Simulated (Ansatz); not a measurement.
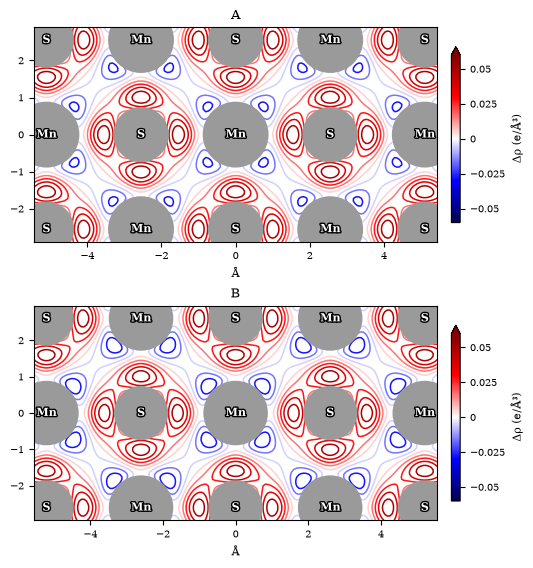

MnS: deformation density on the (010) plane of the conventional cell at two volumes, with the same fractional coordinates and one colour scale. Grey discs cover the cores. Panel A has 94 % of the volume of panel B.

Space group Fm-3m; spin-polarised.

Theory: DFT PBEsol, scalar-relativistic, plane waves, PAW (Ansatz).

What changes between the database cell and the scaled one?

From B to A, Mn–S goes from 2.60 to 2.55 Å, and Δρ at its midpoint from +0.03 to +0.04 e/Å³.
The pressure is −6.9 GPa in B and −5.4 GPa in A.
Bader charges in B: Mn +1.15 and S −1.15 e; in A: Mn +1.12 and S −1.12 e.
The rearranged charge is 0.16 e an atom in B and 0.15 e in A.
The net moment is 4.72 μB a cell in B and 4.45 μB in A.

Run times: 16 s (base cell) and 16 s (scaled cell), on 2 threads of Arm Neoverse N1, with other jobs on the host.
